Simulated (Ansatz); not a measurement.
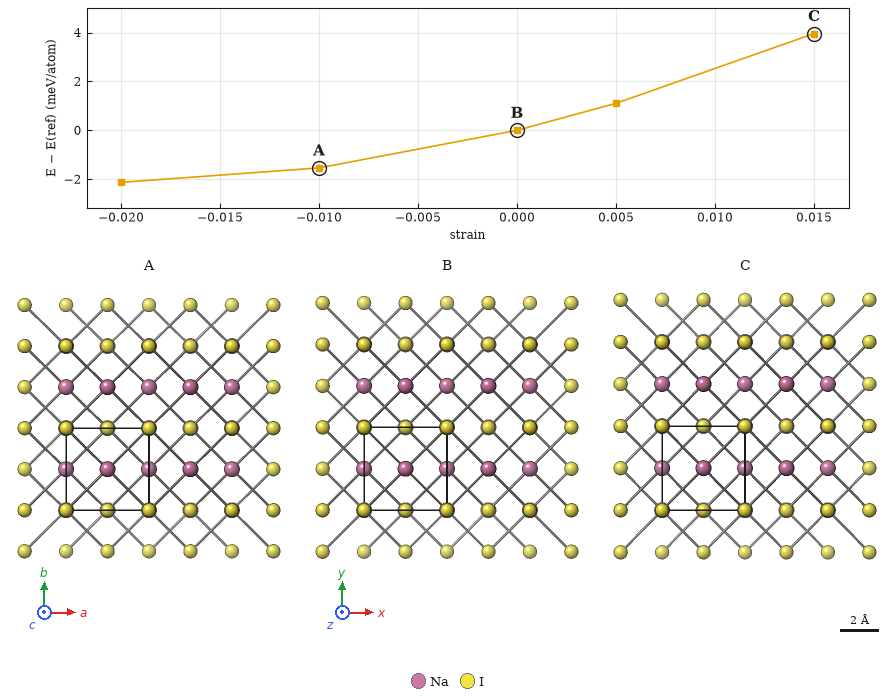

A crystal of NaI (I4_1/amd): the cell is strained along y alone, with the atoms kept at their fractional coordinates. x, y and z are the Cartesian axes of the input. The lettered frames are marked on the plot. A ball-and-stick model of the conventional cell (2 times the calculation's cell), repeated 2 × 2 × 1 with one cell outlined, seen along the c axis. Lengths and directions refer to the drawn axes.

All numbers below come from DFT PBE+D3(BJ), scalar-relativistic, plane waves, PAW (Ansatz). (plane-wave cutoff 420 eV; k-point mesh 8 × 8 × 8; occupations gaussian; smearing width 0.05 eV; no spin polarisation). Energies (free energies at the smearing named) are counted from the cell as listed in its source, which wasn't relaxed.

**What does the scan show?**

Of the computed points the lowest is at the strain −0.02, −2.13 meV/atom. The energy is still falling at the end of the range, so the minimum along this coordinate lies there or beyond. The unrelaxed reference is under a pressure of −0.8 GPa, which tilts the curve. The distortion takes the space group from I4_1/amd to Imma. At the strain −0.02 the cell of the drawing goes b 4.429 → 4.340 Å.
